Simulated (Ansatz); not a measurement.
**Ir: 7 runs along one coordinate**

System: Ir (2 atoms in the cell).
Method: DFT, PBEsol, plane waves (420 eV) with PAW, scalar-relativistic, no spin polarisation (Ansatz 0.2.0).

The 7 runs differ only in the geometry, by an even scaling of the cell at fixed fractional positions.

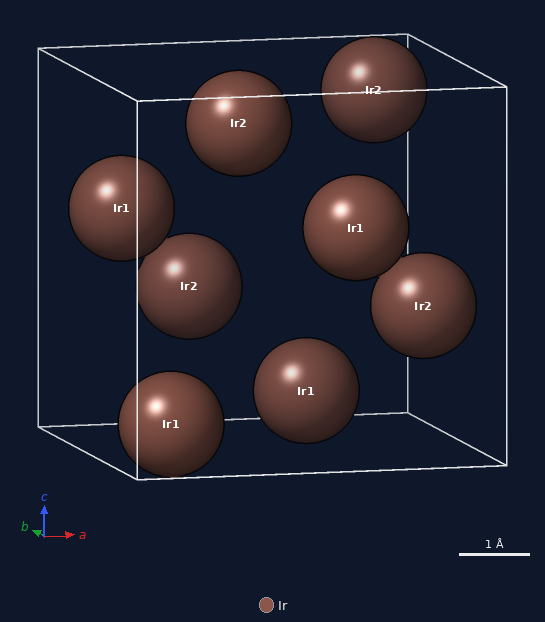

Figure 1. The structure of run 4 (spheres-only view of the cell 4 times as large as that of the calculation, set on its symmetry axes, seen slightly off an axis; atoms are numbered from 1 in the order of the input).

### Input of run 4
```yaml
crystal:
  lattice:
    - [0.0, 2.7541742068, 2.7541742068]
    - [2.7541742068, 0.0, 2.7541742068]
    - [2.7541742068, 2.7541742068, 0.0]
  atoms:
    - { symbol: Ir, position: [0.125, 0.125, 0.125] }
    - { symbol: Ir, position: [0.875, 0.875, 0.875] }
hamiltonian:
  xc: pbesol
  pseudopotentials:
    kind: paw
    azcp:
      Ir: "pseudopotentials/Ir.paw.azcp"
basis:
  ecutwfc: 420
  fft_grid_basis: typed
kpoints:
  mp_grid: { grid: [11, 11, 11], shift: [0, 0, 0] }
magnetization:
  spin_polarized: false
scf:
  occupations: { method: fermi_dirac, width: 0.1 }
  lower_state_search: "off"
output:
  stress: true
```

Run 6 differs from it as follows:
```diff
-    - [0.0, 2.7541742068, 2.7541742068]
-    - [2.7541742068, 0.0, 2.7541742068]
-    - [2.7541742068, 2.7541742068, 0.0]
+    - [0.0, 2.825742988, 2.825742988]
+    - [2.825742988, 0.0, 2.825742988]
+    - [2.825742988, 2.825742988, 0.0]
```

### Results, with one run withheld

```tsv
run	volume per atom (Å³)	free energy per atom, from the lowest run given (meV)	pressure (GPa)
1	18.385	245.36	35.70
2	19.220	99.42	20.85
3	20.056	22.47	9.12
4	20.892	0.00	−0.14
5	21.727	20.49	−7.43
6	22.563	?	?
7	23.399	155.32	−17.58
```

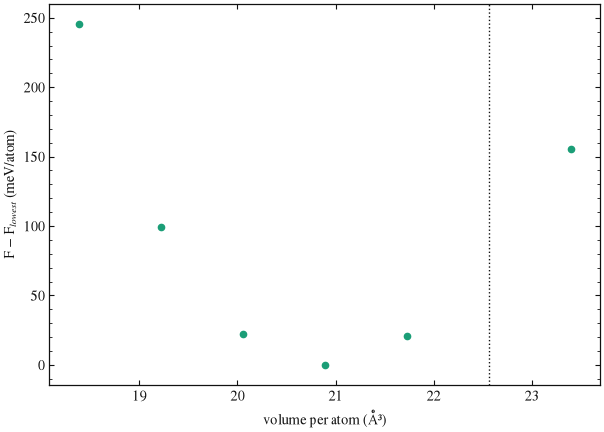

Figure 2. Free energy per atom of the runs given; the dotted line marks run 6.

Fit the runs given and predict run 6.

A cubic polynomial in V^(−2/3) (the Birch–Murnaghan form), fitted to the 6 runs given, misses them by at most 0.05 meV per atom. With x = V^(−2/3) − 0.13348 Å⁻², it reads F = 4.4492 + 5550.4 x + 1.7582e+06 x² + 6.3109e+06 x³ (meV per atom). At run 6 it gives 74.61 meV per atom, and the run itself gives 74.72. The slope of the fit gives a pressure −dF/dV of −13.13 GPa there, and the run prints −13.14 GPa. The fit has its minimum at 20.878 Å³ per atom, where V d²F/dV² gives 205 GPa: the bulk modulus at this level, since symmetry fixes the shape and the positions.

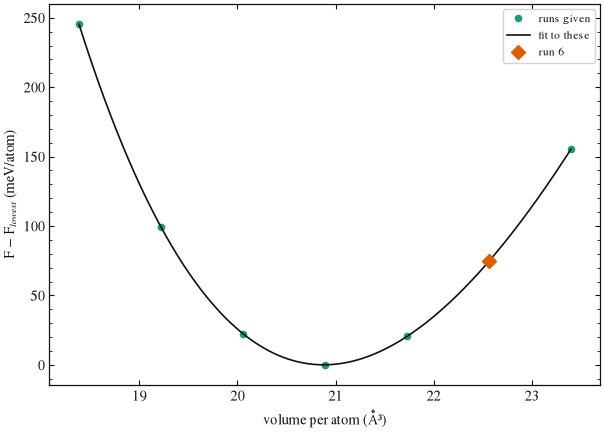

Figure 3. The fit and the withheld run.

### Output, shortened to warnings, some set-up lines, iterations and results (run 6)
```
Warning: [file] the record states the generating functional pbe (its physics header spells it `PBE`), which answers neither for hamiltonian.xc's functional nor for the pbesol family's — results may be inconsistent (PPs are generated against a specific XC)
Basis set: ecut = 420 eV, 893 PW (Γ)
Symmetry: 48 space group operations
k-points: 56 of 1331
Initial density: superposition of atomic densities (neutral atoms: chi_scale 0, normalization atom), corrected by the library's trained network
[...]
SCF iter   1: F=—  HF=-23595.535618 eV  |F-HF|=—  |Δ(HF+E_count)|=         —  Δρ=8.92e-3  dr2=1.07e-2  ethr=1.77e-3  ⟨swp⟩=5.3  Hψ=4873  notcnv=0
SCF iter   2: F=—  HF=-23595.537645 eV  |F-HF|=—  |Δ(HF+E_count)|=   2.03e-3  Δρ=1.09e-3  dr2=2.76e-4  ethr=3.16e-5  ⟨swp⟩=2.1  Hψ=2051  notcnv=0
SCF iter   3: F=—  HF=-23595.537645 eV  |F-HF|=—  |Δ(HF+E_count)|=   9.90e-9  Δρ=1.88e-4  dr2=1.81e-5  ethr=8.11e-7  ⟨swp⟩=2.1  Hψ=1715  notcnv=0
SCF iter   4: F=—  HF=-23595.537649 eV  |F-HF|=—  |Δ(HF+E_count)|=   3.58e-6  Δρ=1.03e-4  dr2=3.61e-6  ethr=5.33e-8  ⟨swp⟩=2.2  Hψ=1927  notcnv=0
SCF iter   5: F=-23595.537648 eV  HF=-23595.537648 eV  |F-HF|=6.85e-9  |Δ(HF+E_count)|=   9.67e-7  Δρ=8.56e-6  dr2=4.10e-8  ethr=1.06e-8  ⟨swp⟩=2.6  Hψ=2064  notcnv=0
SCF iter   6: F=-23595.537648 eV  HF=-23595.537648 eV  |F-HF|=5.09e-11  |Δ(HF+E_count)|=   6.71e-9  Δρ=1.02e-6  dr2=5.88e-10  ethr=1.20e-10  ⟨swp⟩=2.0  Hψ=3984  notcnv=0
SCF 1 converged in 6 iterations: F = -23595.537648 eV  dr2 = 5.88e-10
SCF converged after 6 iterations
Free energy (F): -23595.537648 eV
Harris-Foulkes:  -23595.537648 eV  (|F-HF|=5.09e-11)
Internal energy: -23595.461576 eV  (E = F + TS)
E sigma→0 (E₀):  -23595.499612 eV
Entropy (-TS):   -0.076072 eV (-38.036 meV/atom)
Fermi energy:    14.147508 eV
--- Per-component energies (eV) ---
  E_band       = -549.380040
  E_kinetic    = 1234.956666
  E_local      = -3751.151694  (includes V_loc(G=0)·N_el)
  E_nonlocal   = 154.827543
  E_hartree    = 1436.283251
  E_xc         = -526.587438
  E_vxc        = -590.898733  (∫ρ·V_xc dr)
  E_paw        = -18177.727212  (= ΣΔE_a)
  E_vpaw       = -469.681883  (= ΣTr[D̂ρ^β])
  E_aug_tail   = 0.000113  (compensation charges beyond the density's cutoff)
  E_ewald      = -3966.593374
  E_core_change = 0.530570  (= ΣΔE_core)
  E_smearing   = -0.076072  (= −TS)
  E_closure    = 0.000000  (closes the sum)
  Σ components = -23595.537648   (vs F -23595.537648, Δ=0.00e0)
--- Stress (GPa, compression-positive) ---
      -13.136488      -0.000000       0.000000
       -0.000000     -13.136488      -0.000000
       -0.000000      -0.000000     -13.136488
  P = ⅓ Tr σ = -13.1365 GPa (-131.365 kbar)
```

The program warns: the PAW datasets were made with another functional. Spin–orbit coupling is left out, which matters for Ir.
